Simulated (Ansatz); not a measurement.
```cif
data_structure
_symmetry_space_group_name_H-M 'P 1'
_symmetry_Int_Tables_number 1
_cell_length_a 3.5635
_cell_length_b 3.5635
_cell_length_c 3.4848
_cell_angle_alpha 90.000
_cell_angle_beta 90.000
_cell_angle_gamma 90.000
_cell_volume 44.25
loop_
_atom_site_label
_atom_site_type_symbol
_atom_site_fract_x
_atom_site_fract_y
_atom_site_fract_z
_atom_site_occupancy
Ti1 Ti 0.00000 0.00000 0.00000 1
Co1 Co 0.00000 0.50000 0.50000 1
Co2 Co 0.50000 0.00000 0.50000 1
Co3 Co 0.50000 0.50000 0.00000 1
```

Space group P4/mmm; changed on purpose from its base cell (biaxial strain in the a-b plane, c and atoms relaxed: +1.0 %); spin-polarised.

Computed with DFT PBEsol, scalar-relativistic, plane waves, PAW (Ansatz).

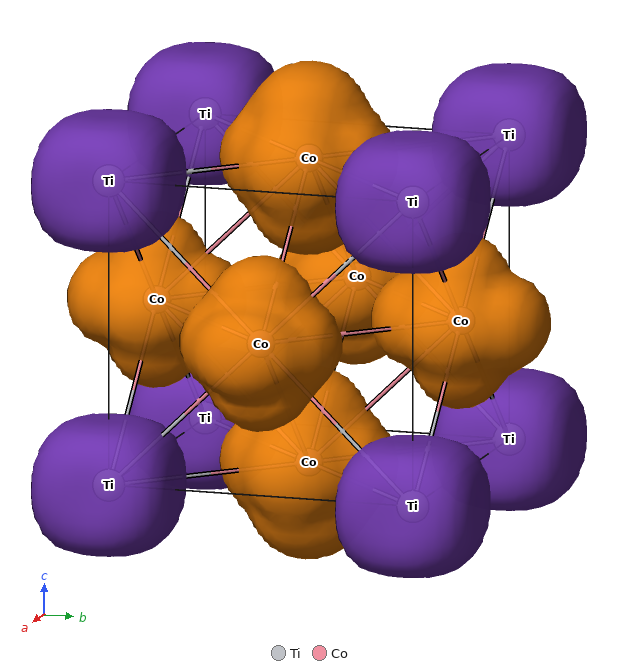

TiCo$_{3}$. Isosurfaces of the magnetisation density (up minus down) at +0.008 (orange) and −0.008 e/Å³ (purple), seen slightly off an axis. Sticks mark near contacts.

Core electrons are frozen (PAW), and the valence fields are smoothed inside the atomic spheres.

**Where is the spin, and how is it ordered?**

The spin density sits on Co: +0.3 μB in one cell of 4 atoms, with smaller moments on other sites: Ti (up to −0.07 μB) and Co (up to +0.21 μB): parallel moments on the main sites in this solution. The cell of the calculation (4 atoms) carries 0.6 μB of net spin moment.
